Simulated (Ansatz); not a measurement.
Single-point calculation, with input and output: HfC (part 1 of 2)

The run: single-point calculation of HfC (slab, 4 atoms in the cell). Method and program: DFT, PBEsol, all-electron LAPW, scalar-relativistic, no spin polarisation (Ansatz 0.2.0).

Figures and captions count atoms from 1; the log counts them from 0 in places.

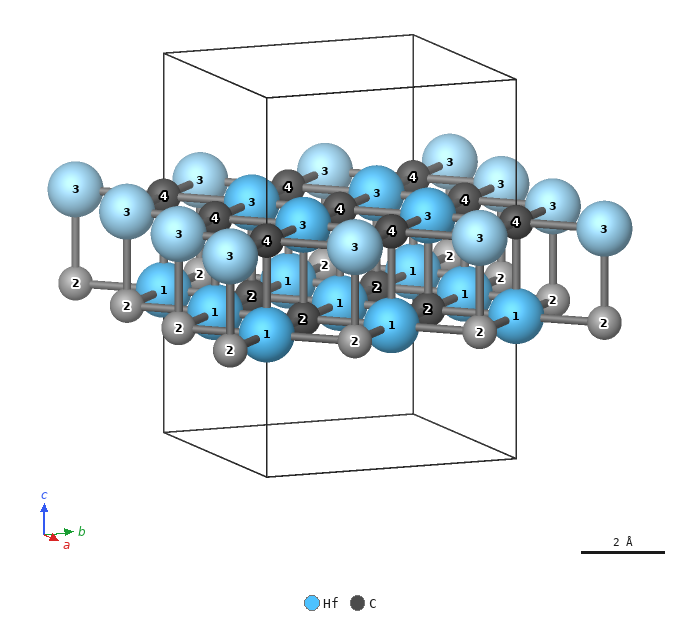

The structure (ball-and-stick view of the 2 × 2 repeat of the cell, with the vacuum cut short, seen slightly off an axis; neighbours outside the cell are drawn fainter; atoms are numbered from 1 in the order of the input).

## Key numbers

```tsv
quantity	value
outcome	converged
electrons in bands (core shells apart)	96
free energy	−822320.2262 eV
Fermi energy	3.145 eV
electronic character	metal
largest force (length of the vector)	1.202 eV/Å
hardware	1 thread of Arm Neoverse V2, 24 GiB of memory available, shared host
wall time	2.6 min
peak memory	0.64 GiB
```

## Remarks

Spin–orbit coupling is left out, which matters for Hf.

## The input
```yaml
crystal:
  lattice:
    - [3.2578741457, 0.0, 0.0]
    - [0.0, 3.2578741457, 0.0]
    - [0.0, 0.0, 18.3037]
  atoms:
    - { symbol: Hf, position: [0.0, 0.0, 0.4370710594] }
    - { symbol: C, position: [0.5, 0.5, 0.4370710594] }
    - { symbol: Hf, position: [0.5, 0.5, 0.5629289406] }
    - { symbol: C, position: [0.0, 0.0, 0.5629289406] }
kpoints:
  mp_grid: { grid: [11, 11, 1] }
scf:
  occupations: { method: fermi_dirac, width: 0.08 }
hamiltonian:
  xc: pbesol
  pseudopotentials: { kind: all_electron, lapw: { basis_error: 0.001 } }
output:
  forces: true
  stress: true
  eigenvalues: true
  populations: true
  dos: { projected: true, de: 0.2, e_range: [-14, 8] }
efield:
  axis: 3
  amplitude: 0
  dipole_correction: true
```

Launch command:
```bash
ansatz run input.yaml --threads 1 --pin off --max-ram 3584MiB --backend cpu --events-out ev --progress --plain --runs-dir out
```

## The program's output
```
Hf: projections on atomic orbitals take those of the free atom 1s2 2s2 2p6 3s2 3p6 3d10 4s2 4p6 4d10 4f14 5s2 5p6 5d2 6s2, of charge +0.00 (hamiltonian.pseudopotentials.projection_atoms)
C: projections on atomic orbitals take those of the free atom 1s2 2s2 2p2, of charge +0.00 (hamiltonian.pseudopotentials.projection_atoms)
LAPW: plane waves up to 8.997 Å⁻¹, error target 1.0e-3 eV per atom; small_component_spin mean_spin; C in spheres of 0.946 Å, 6 of its electrons in bands, Dirac shells []; Hf in spheres of 1.357 Å, 42 of its electrons in bands, Dirac shells [] (how accurate: hamiltonian.pseudopotentials.lapw.basis_error, Limitations)
Engine: ansatz 0.2.0, aarch64-unknown-linux-gnu
Pseudopotentials: kind: all_electron
Pseudopotential: Hf, LAPW, valence charge 42, lapw/all_electron/scalar/gaussian/Hf, Koelling and Harmon's equation, gaussian nucleus
Pseudopotential: C, LAPW, valence charge 6, lapw/all_electron/scalar/gaussian/C, Koelling and Harmon's equation, gaussian nucleus
Functional definition: PBEsol
  exchange = pbesol_x
  correlation = pbesol_c
Crystal: 4 atoms, lattice volume = 194.271 Å³
Basis set: ecut = 308.4046791667867 eV, 2433 PW (Γ), exchange–correlation at level 2
Bands: 58, of which v1, the nominal top of the filled ones, is band 48 counted from 1 (47 counted from 0)
Symmetry: 8 space group operations
k-points: 21 of 121
Non-local potential: Hf, projectors of the file, none
Non-local potential: C, projectors of the file, none
Initial density: superposition of atomic densities (neutral atoms: chi_scale 0, normalization atom)
Initial wavefunctions: plane waves of lowest kinetic energy (no species holds an atomic orbital)
Functional: x = pbesol(κ = 0.804, μ = 0.12345679012345678), c = pbesol(β = 0.046)
iter 1 solved again at ethr=2.10e-2 eV; its pass at ethr=1.00e-1 eV (dr2=2.01e1 eV) is discarded
SCF iter   1: F=—  HF=-822326.784215 eV  |F-HF|=—  |Δ(HF+E_count)|=         —  Δρ=7.17e-2  dr2=2.01e1  ethr=2.10e-2  p=0.000 e·Å  D=2.34e-14 V/Å  ΔV_dip=-0.00 eV  dr2_dipole=3.29e-13  V_vac-E_F(+/−)=9.27/9.27 eV  ⟨swp⟩=2.0  Hψ=7513  notcnv=0
efield: sawtooth ramp at fractional position 0.9500 (placed from the atoms, in the widest stretch of the axis that holds none; the zero of the levels goes with the place), width 0.1000; the density the first Hamiltonian is built on has a dipole p = 0.000 e·Å; the dipole correction subtracts the counter field D = 9.71e-14 V/Å, which shifts the + side's vacuum level by -0.00 eV against the − side's; the planar-averaged density in the ramp window peaks in size at 2.4e-6 e/Å³
preconditioner: auto → LDOS  [insulator: Δε(μ)=0.651 eV  Ē_g=17.650 eV  σ=0.080 eV  W_gap=0.58  n_scr=50 (ndim 8)  ℏωp=19.9 eV  f_vac=0.666  D(μ)=0.13/eV (n_scr^D=2)  ε∞_Penn≈2.3  β→1.0]
SCF iter   2: F=—  HF=-822352.621579 eV  |F-HF|=—  |Δ(HF+E_count)|=    2.58e1  Δρ=1.50e-1  dr2=2.75e2  ethr=2.10e-2  p=0.000 e·Å  D=3.98e-7 V/Å  ΔV_dip=-0.00 eV  dr2_dipole=2.35e-10  V_vac-E_F(+/−)=-1.84/-1.84 eV  ⟨swp⟩=4.6  Hψ=3817  notcnv=0  defer=3  recentre
SCF iter   3: F=—  HF=-822320.825251 eV  |F-HF|=—  |Δ(HF+E_count)|=    3.18e1  Δρ=1.86e-2  dr2=2.24e0  ethr=2.10e-2  p=-0.000 e·Å  D=-1.61e-6 V/Å  ΔV_dip=0.00 eV  dr2_dipole=4.17e-11  V_vac-E_F(+/−)=5.73/5.73 eV  ⟨swp⟩=3.4  Hψ=3891  notcnv=0
SCF iter   4: F=—  HF=-822320.419812 eV  |F-HF|=—  |Δ(HF+E_count)|=         —  Δρ=5.02e-3  dr2=4.34e-1  ethr=2.33e-3  p=-0.000 e·Å  D=-3.27e-6 V/Å  ΔV_dip=0.00 eV  dr2_dipole=8.15e-10  V_vac-E_F(+/−)=6.79/6.83 eV  ⟨swp⟩=2.5  Hψ=3798  notcnv=0
the basis was enlarged: its passes take 2.9 MiB over the memory plan, 1 of 1 planned eigensolver slots
SCF iter   5: F=—  HF=-822320.357371 eV  |F-HF|=—  |Δ(HF+E_count)|=   6.24e-2  Δρ=3.10e-3  dr2=3.14e-1  ethr=4.52e-4  p=0.000 e·Å  D=2.57e-6 V/Å  ΔV_dip=-0.00 eV  dr2_dipole=3.51e-10  V_vac-E_F(+/−)=6.21/6.24 eV  ⟨swp⟩=3.0  Hψ=3919  notcnv=0
SCF iter   6: F=—  HF=-822320.334668 eV  |F-HF|=—  |Δ(HF+E_count)|=   2.27e-2  Δρ=2.27e-3  dr2=2.42e-1  ethr=3.27e-4  p=-0.000 e·Å  D=-1.36e-6 V/Å  ΔV_dip=0.00 eV  dr2_dipole=1.12e-10  V_vac-E_F(+/−)=6.02/6.05 eV  ⟨swp⟩=2.0  Hψ=3564  notcnv=0
SCF iter   7: F=—  HF=-822320.305517 eV  |F-HF|=—  |Δ(HF+E_count)|=   2.92e-2  Δρ=1.89e-3  dr2=1.80e-1  ethr=2.53e-4  p=-0.000 e·Å  D=-7.30e-7 V/Å  ΔV_dip=0.00 eV  dr2_dipole=3.36e-11  V_vac-E_F(+/−)=5.72/5.75 eV  ⟨swp⟩=3.0  Hψ=3410  notcnv=0
SCF iter   8: F=—  HF=-822320.271855 eV  |F-HF|=—  |Δ(HF+E_count)|=   3.37e-2  Δρ=1.44e-3  dr2=1.12e-1  ethr=1.87e-4  p=-0.000 e·Å  D=-2.80e-7 V/Å  ΔV_dip=0.00 eV  dr2_dipole=1.54e-11  V_vac-E_F(+/−)=5.13/5.15 eV  ⟨swp⟩=3.0  Hψ=3602  notcnv=0
SCF iter   9: F=—  HF=-822320.234059 eV  |F-HF|=—  |Δ(HF+E_count)|=   3.78e-2  Δρ=6.64e-4  dr2=2.51e-2  ethr=1.17e-4  p=-0.000 e·Å  D=-4.80e-7 V/Å  ΔV_dip=0.00 eV  dr2_dipole=1.36e-11  V_vac-E_F(+/−)=4.03/4.04 eV  ⟨swp⟩=3.0  Hψ=3904  notcnv=0
iter 10 solved again at ethr=4.98e-8 eV; its pass at ethr=2.62e-5 eV (dr2=4.78e-5 eV) is discarded
SCF iter  10: F=—  HF=-822320.226188 eV  |F-HF|=—  |Δ(HF+E_count)|=   7.87e-3  Δρ=6.21e-5  dr2=4.80e-5  ethr=4.98e-8  p=0.000 e·Å  D=9.11e-7 V/Å  ΔV_dip=-0.00 eV  dr2_dipole=3.08e-11  V_vac-E_F(+/−)=3.02/3.02 eV  ⟨swp⟩=3.0  Hψ=6649  notcnv=0
SCF iter  11: F=—  HF=-822320.226170 eV  |F-HF|=—  |Δ(HF+E_count)|=   1.77e-5  Δρ=1.18e-5  dr2=5.99e-7  ethr=4.98e-8  p=-0.000 e·Å  D=-8.46e-7 V/Å  ΔV_dip=0.00 eV  dr2_dipole=2.21e-11  V_vac-E_F(+/−)=3.04/3.04 eV  ⟨swp⟩=3.0  Hψ=3771  notcnv=0
iter 12 met the thresholds in force, and the SCF goes on: an eigenvalue changes by 27.98 meV, over its tolerance of 10.00 meV (output.eigenvalues, Limitations)
SCF iter  12: F=-822320.226172 eV  HF=-822320.226172 eV  |F-HF|=1.62e-7  |Δ(HF+E_count)|=   1.47e-6  Δρ=2.53e-6  dr2=1.53e-8  ethr=6.24e-10  p=0.000 e·Å  D=9.36e-7 V/Å  ΔV_dip=-0.00 eV  dr2_dipole=1.67e-11  V_vac-E_F(+/−)=3.04/3.04 eV  ⟨swp⟩=3.0  Hψ=3769  notcnv=0
SCF iter  13: F=-822320.226172 eV  HF=-822320.226172 eV  |F-HF|=1.22e-8  |Δ(HF+E_count)|=   1.76e-7  Δρ=3.91e-7  dr2=4.53e-10  ethr=1.60e-11  p=-0.000 e·Å  D=-1.25e-6 V/Å  ΔV_dip=0.00 eV  dr2_dipole=1.17e-11  V_vac-E_F(+/−)=3.04/3.04 eV  ⟨swp⟩=3.2  Hψ=3772  notcnv=0
SCF 1 converged in 13 iterations: F = -822320.226172 eV  dr2 = 4.53e-10
```

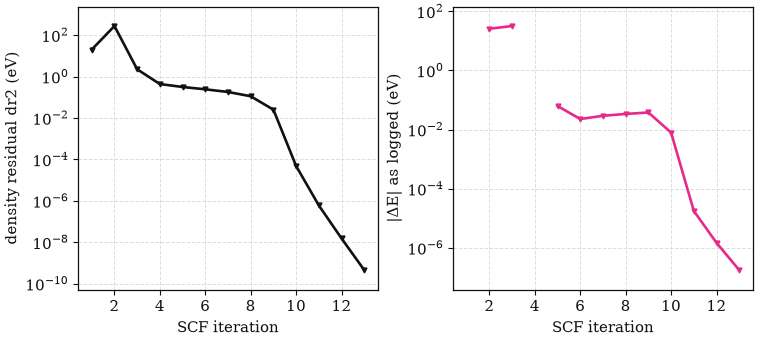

Convergence of the self-consistent field: density residual dr2 and size of the energy change against the SCF iteration. The residual comes down, with one marked jump up, by a factor of about 15, at step 2.

```
SCF converged after 13 iterations
an eigenvalue changed by more than its tolerance at an iteration that met the thresholds in force, so the SCF went on 1 time: the last check found none over its tolerance
Free energy (F): -822320.226172 eV
Harris-Foulkes:  -822320.226172 eV  (|F-HF|=1.22e-8)
Internal energy: -822320.209408 eV  (E = F + TS)
E sigma→0 (E₀):  -822320.217790 eV
Entropy (-TS):   -0.016764 eV (-4.191 meV/atom)
Fermi energy:    3.144640 eV
Dipole field:    D = -0.000001 V/Å  (p = -0.000001 e·Å, saw-weighted, corrected)
Work function:   Φ+ = 3.0420 eV   Φ− = 3.0420 eV
Levels:          The Fermi level and band energies are counted from a zero that moves with the ramp; work functions are not
--- Per-component energies (eV) ---
  E_band       = -10252.962695
  E_kinetic    = 914649.455485
  E_xc         = -16864.362721
  E_efield     = 0.000000  (sawtooth field / dipole correction)
  E_electrostatic = -1720105.302171  (all electrons and nuclei)
  E_smearing   = -0.016764  (= −TS)
  E_closure    = 0.000000  (closes the sum)
  E_atoms      = -822284.010476  (free atoms, spherical and without spin; not in F)
  Σ components = -822320.226172   (vs F -822320.226172, Δ=0.00e0)
  Basis errors (estimates in eV, not in F): energy 4.6e-4 per atom: plane waves 4.2e-4 (2.5e-4 summed), levels above the bands 4.5e-27, relativity 2.3e-8, radial functions 3.7e-5, core shells 1.4e-7; eigenvalues (radial functions only) 2.3e-6; not estimated: angular momenta, meshes, grids; target (lapw.basis_error) 1.0e-3; muffin-tin radii C 0.946 Å, Hf 1.357 Å
--- Forces (eV/Å), atoms counted from 1 ---
  atom   1  Hf    -0.00000000     0.00000000     1.20150016
  atom   2  C     -0.00000000     0.00000000     0.22029504
  atom   3  Hf     0.00000000     0.00000000    -1.20150118
  atom   4  C      0.00000000     0.00000000    -0.22028815
  max |Σ_I F_I| component: 5.87e-6 eV/Å
--- Stress (GPa, compression-positive) ---
       -3.964425       0.000000      -0.000000
        0.000000      -3.964425       0.000000
       -0.000000       0.000000      -2.700781
  P = ⅓ Tr σ = -3.5432 GPa (-35.432 kbar)
--- Band table (eV; the first three rows and the last of 21) ---
  k-point 0: bands = ["-369.7795", "-369.7791", "-369.6857", "-369.6857", "-369.6853", "-369.6853", "-260.2513", "-260.2513", "-197.8418", "-197.8414", "-197.8333", "-197.8333", "-197.8329", "-197.8329", "-197.7566", "-197.7562", "-197.7404", "-197.7401", "-58.5627", "-58.5328", "-27.6592", "-27.3418", "-27.0617", "-27.0617", "-26.9359", "-26.9359", "-8.6216", "-8.6045", "-8.5467", "-8.5467", "-8.5382", "-8.5382", "-8.5378", "-8.5073", "-8.5038", "-8.4748", "-8.4298", "-8.4298", "-8.4229", "-8.4229", "-8.3793", "-7.2890", "0.4709", "0.6387", "1.6382", "2.9591", "2.9591", "3.2343", "3.5564", "3.8149", "3.8149", "5.6670", "5.8639", "5.8639", "6.1445", "6.6875", "7.5176", "7.6206"]
```
